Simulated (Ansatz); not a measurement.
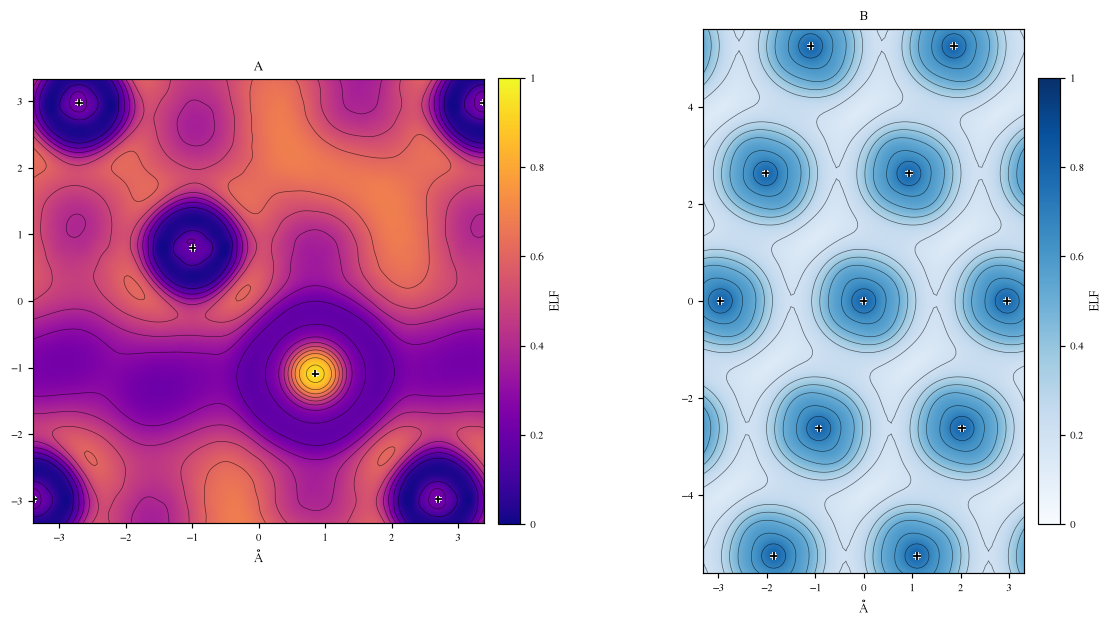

The electron localisation function of 2 systems, each on a plane through atoms (crosses mark nuclei in the plane).

Level of theory: Ansatz, DFT PBEsol, scalar-relativistic, plane waves, PAW.

System 1: Al₂Cu (amorphous cell), the (011̄) plane of the calculation cell. Computed without spin polarisation.

System 2: Au, the (111) plane of the conventional cell. Space group Fmmm; a structure from a database of computed crystals, not necessarily the ambient phase; changed on purpose from its base cell (strain +0.0875 x Voigt [0, 0, 0, 1, 0, 0], atoms carried along); computed pressure about −8 GPa in this cell; computed without spin polarisation.

```xyz
4
Lattice="3.3145 0.0000 0.0000 0.0000 3.1695 -3.1695 0.0000 3.4595 3.4595" Properties=species:S:1:pos:R:3 pbc="T T T"
Au    0.0000    0.0000    0.0000
Au    1.6573    1.5848   -1.5848
Au    0.0000    3.3145    0.1450
Au    1.6573    1.7298    1.7298
```

**Match each panel to its system.**

Panel A is system 1, Al₂Cu: the plane holds Al and Cu. Panel B is system 2, Au: the plane holds Au. Au–Au (2.79 Å): the ELF is about 0.25 at the midpoint; no shared electron pair shows on this line.
